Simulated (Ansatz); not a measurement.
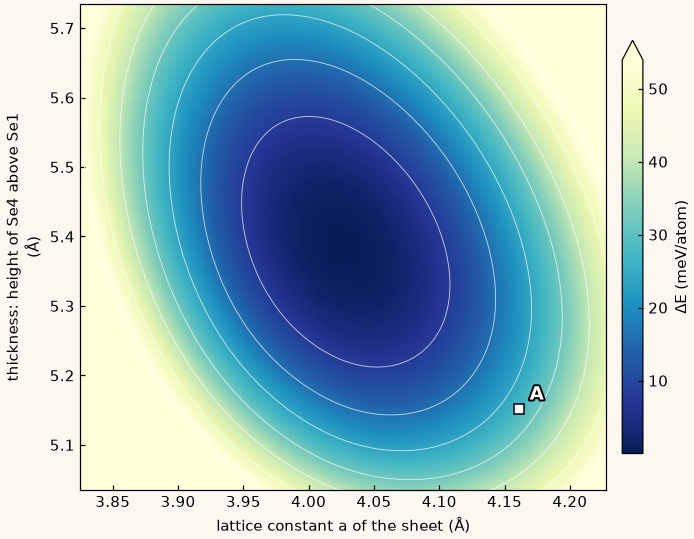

A two-dimensional sheet of InSe (4 atoms in the cell). The lattice constant and the thickness of a sheet are varied, nothing relaxed. Coordinates scanned: (1) lattice constant a of the sheet (both vectors scaled alike); (2) thickness: height of Se4 above Se1, all heights scaled alike. The scan uses a 7 × 7 grid. Points are written as (first, second). Energies: meV/atom, counted from the lowest grid point. These are results of DFT PBE+D3(BJ), scalar-relativistic, plane waves, PAW (Ansatz), not measurements. Settings: cutoff 420 eV, k-mesh 9×9×1, gaussian smearing 0.02 eV, no spin polarisation.

Drawn: a smooth colour map with a few white contour lines, one colour for all values above the top of the scale, the point A. Between grid points the surface is interpolated.

**Which way does the force act at A, and how strong is it?**

A, at (4.161 Å, 5.152 Å), is not a stationary point. The computed force is 250 meV/atom for each Å towards smaller values of the first coordinate and 95 meV/atom for each Å towards larger values of the second coordinate.

PAW datasets: the set soft_1.
